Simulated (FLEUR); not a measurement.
## Energy of Rb along an even scaling of the cell

System: Rb (Im-3m, 1 atom in the cell).
Method: Kohn-Sham DFT of a periodic cell, AM05, all-electron, no spin polarisation (FLEUR MaX-R8.1 (later development tree)).

The 5 runs differ only in the geometry, by an even scaling of the cell at fixed fractional positions. The structure derives from an entry of the Crystallography Open Database.

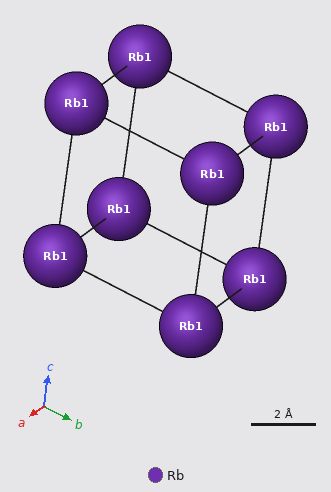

Figure 1. The structure of run 3 (spheres-only view of the cell of the calculation, seen slightly off an axis; atoms are numbered from 1 in the order of the input).

**Input of run 3**
```
<?xml version="1.0" encoding="UTF-8" standalone="no"?>
<fleurInput fleurInputVersion="0.39">
   <comment>
      Rb                                                                                                  
   </comment>
   <calculationSetup>
      <cutoffs Kmax="4.1" Gmax="12.7" GmaxXC="12.7" numbands="0"/>
      <scfLoop itmax="60" minDistance="0.00001" maxIterBroyd="15" imix="Anderson" alpha="0.05" precondParam="0.0" spinf="2.0" sdNocoIR="T"/>
      <coreElectrons ctail="T" frcor="F" kcrel="0" coretail_lmax="0"/>
      <xcFunctional name="LibXC" relativisticCorrections="F">
         <LibXCName exchange="gga_x_am05" correlation="gga_c_am05"/>
      </xcFunctional>
      <magnetism jspins="1"/>
      <soc l_soc="F" theta="0.0" phi="0.0" spav="F"/>
      <expertModes spex="0" secvar="F"/>
      <geometryOptimization l_f="F" forcealpha="1.0" forcemix="BFGS" epsdisp="0.00001" epsforce="0.00001"/>
      <ldaU l_linMix="F" mixParam="0.05" spinf="1.0"/>
   </calculationSetup>
   <cell>
      <bzIntegration valenceElectrons="9.0" mode="hist" fermiSmearingEnergy="0.00183747">
         <kPointListSelection listName="default-1"/>
         <!-- k-points included here -->
         <xi:include xmlns:xi="http://www.w3.org/2001/XInclude" href="kpts.xml"> </xi:include>
      </bzIntegration>
      <!-- symmetry operations included here -->
      <xi:include xmlns:xi="http://www.w3.org/2001/XInclude" href="sym.xml"> </xi:include>
      <bulkLattice scale="1.0">
         <bravaisMatrix>
            <row-1>   -5.2959574641914999     5.2959574641914999     5.2959574641914999</row-1>
            <row-2>    5.2959574641914999    -5.2959574641914999     5.2959574641914999</row-2>
            <row-3>    5.2959574641914999     5.2959574641914999    -5.2959574641914999</row-3>
         </bravaisMatrix>
      </bulkLattice>
   </cell>
   <atomSpecies>
      <species name="Rubidium (Rb)" element="Rb" atomicNumber="37">
         <mtSphere radius="2.66" gridPoints="879" logIncrement="0.014"/>
         <atomicCutoffs lmax="11" lnonsphr="8"/>
         <electronConfig flipSpins="F">
            <coreConfig>(1s1/2) (2s1/2) (2p1/2) (2p3/2) (3s1/2) (3p1/2) (3p3/2) (3d3/2) (3d5/2)</coreConfig>
            <valenceConfig>(4s1/2) (4p1/2) (4p3/2) (5s1/2)</valenceConfig>
            <stateOccupation state="(5s1/2)" spinUp="0.500000" spinDown="0.500000"/>
         </electronConfig>
         <energyParameters s="5" p="4" d="4" f="4"/>
         <lo type="SCLO" l="0" n="4" eDeriv="0"/>
         <lo type="HELO" l="1" n="5" eDeriv="0"/>
         <lo type="HELO" l="1" n="5" eDeriv="1"/>
         <lo type="SCLO" l="2" n="4" eDeriv="2"/>
         <lo type="SCLO" l="3" n="4" eDeriv="2"/>
      </species>
   </atomSpecies>
   <atomGroups>
      <atomGroup species="Rubidium (Rb)">
         <relPos label="                   1">.0000000000 .0000000000 .0000000000</relPos>
         <force calculate="T" relaxXYZ="TTT"/>
      </atomGroup>
   </atomGroups>
   <output dos="F" band="F" slice="F">
      <checks vchk="F" cdinf="F"/>
      <bandDOS minEnergy="-.5*Htr" maxEnergy="0.5*Htr" sigma="0.015" storeEVData="T"/>
      <vacuumDOS vacdos="F" integ="F" star="F" nstars="0" locx1="0.0" locy1="0.0" locx2="0.0" locy2="0.0" nstm="0" tworkf="0.0"/>
      <unfoldingBand unfoldBand="F" supercellX="1" supercellY="1" supercellZ="1"/>
      <plotting iplot="0" polar="F">
         <plot TwoD="T" vec1="  1.0  0.0  0.0" vec2="  0.0  1.0  0.0" vec3="  0.0  0.0  1.0" zero="  0.0  0.0  0.0" file="plot"/>
      </plotting>
      <chargeDensitySlicing numkpt="0" minEigenval="0.0" maxEigenval="0.0" nnne="0" pallst="F"/>
      <specialOutput eonly="F"/>
      <moessbauerParams electricFieldGradient="T" isomerShift="T" coreHyperfine="T" valenceHyperfine="T"/>
      <magneticCircularDichroism mcd="F" energyLo="-10.0" energyUp="0.0"/>
   </output>
  <!-- We include the file relax.xml here to enable relaxations (see documentation) -->
  <xi:include xmlns:xi="http://www.w3.org/2001/XInclude" href="relax.xml"> <xi:fallback/> </xi:include>
</fleurInput>
```

Lattice vectors (Å) and fractional positions of run 3:
```
  -2.802500    2.802500    2.802500
   2.802500   -2.802500    2.802500
   2.802500    2.802500   -2.802500
Rb  0.000000  0.000000  0.000000
```

Run 4 has the same physical settings and fractional positions; its lattice vectors (Å) are:
```
  -2.839379    2.839379    2.839379
   2.839379   -2.839379    2.839379
   2.839379    2.839379   -2.839379
```

**Results, with one run withheld**

| run | volume per atom (Å³) | free energy per atom, from the lowest run given (meV) |
| --- | --- | --- |
| 1 | 82.761 | 4.14 |
| 2 | 84.522 | 1.90 |
| 3 | 88.043 | 0.00 |
| 4 | 91.565 | ? |
| 5 | 93.326 | 1.91 |

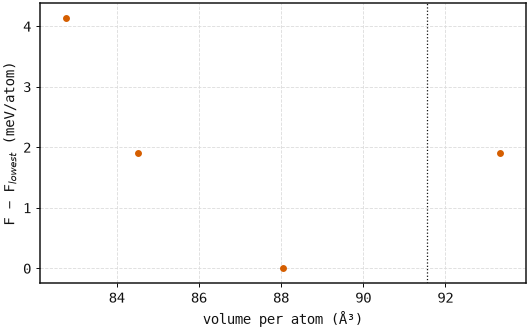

Figure 2. Free energy per atom of the runs given; the dotted line marks run 4.

What should run 4 give?

A quadratic polynomial in V^(−2/3) (the Birch–Murnaghan form), fitted to the 4 runs given, misses them by at most 0.04 meV per atom. With x = V^(−2/3) − 0.05093 Å⁻², it reads F = 0.25112 + 981.11 x + 7.2909e+05 x² (meV per atom). At run 4 it gives 0.70 meV per atom, and the run itself gives 0.58. The fit has its minimum at 88.757 Å³ per atom, where V d²F/dV² gives 2.95 GPa: the bulk modulus at this level, since symmetry fixes the shape and the positions.

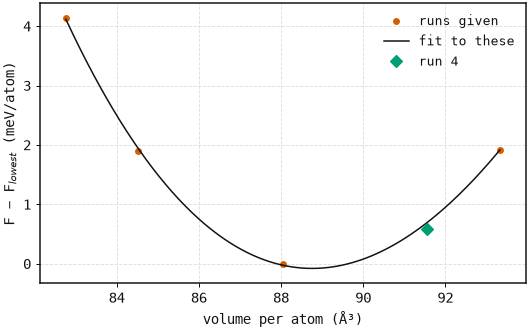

Figure 3. The fit and the withheld run.

**Output (run 4)**
```
Welcome to FLEUR        (www.flapw.de)
      MaX-Release 8.1          (www.max-centre.eu)
 func_ids         135         120         135         120
The functional 'Armiento & Mattsson 05' is an exchange functional, it belongs to the 'GGA' family and is defined in the reference(s):
[1] R. Armiento and A. E. Mattsson.,  Phys. Rev. B 72, 085108 (2005)
[2] A. E. Mattsson, R. Armiento, J. Paier, G. Kresse, J. M. Wills, and T. R. Mattsson.,  J. Chem. Phys. 128, 084714 (2008)
The functional 'Armiento & Mattsson 05' is a correlation functional, it belongs to the 'GGA' family and is defined in the reference(s):
[1] R. Armiento and A. E. Mattsson.,  Phys. Rev. B 72, 085108 (2005)
[2] A. E. Mattsson, R. Armiento, J. Paier, G. Kresse, J. M. Wills, and T. R. Mattsson.,  J. Chem. Phys. 128, 084714 (2008)
 Using same functional for VXC and EXC

 ========== k-point set info ==========
 Selected k-point list: default-1
 k-point list type: mesh
 7 x 7 x 7
 Number of k points: 20

 ------------Calculation Setup---------------------------
 Number of MPI-tasks      :            1
 Number of PE/node        :            1
 Number of OMP-threads    :            1
 Most efficient MPI parallelization for:
           1           2           4           5          10          20
 Additional eigenvalue parallelization possible
 Number of basis functions:          762
 Approximate size of matrices (H+S) per k-point:         0.009 GB
 --------------------------------------------------------

 Iteration:     1   Distance:       1.76507499 me/bohr^3

 Iteration:     2   Distance:       1.67936232 me/bohr^3

 Iteration:     3   Distance:       0.44706561 me/bohr^3

 Iteration:     4   Distance:       0.22530677 me/bohr^3

 Iteration:     5   Distance:       0.12206914 me/bohr^3

 Iteration:     6   Distance:       0.08176133 me/bohr^3

 Iteration:     7   Distance:       0.06046372 me/bohr^3

 Iteration:     8   Distance:       0.01805240 me/bohr^3

 Iteration:     9   Distance:       0.02505552 me/bohr^3

 Iteration:    10   Distance:       0.01833860 me/bohr^3

 Iteration:    11   Distance:       0.05177525 me/bohr^3

 Iteration:    12   Distance:       0.28054263 me/bohr^3

 Iteration:    13   Distance:       0.05175724 me/bohr^3

 Iteration:    14   Distance:       0.06589164 me/bohr^3

 Iteration:    15   Distance:       0.02092121 me/bohr^3

 Iteration:    16   Distance:       0.01893758 me/bohr^3

 Iteration:    17   Distance:       0.00629468 me/bohr^3

 Iteration:    18   Distance:       0.00141997 me/bohr^3

 Iteration:    19   Distance:       0.00030851 me/bohr^3

 Iteration:    20   Distance:       0.00012282 me/bohr^3

 Iteration:    21   Distance:       0.00000899 me/bohr^3

 ********************************************************************
 Run finished successfully
 Stop message:
   all done
 ********************************************************************
```
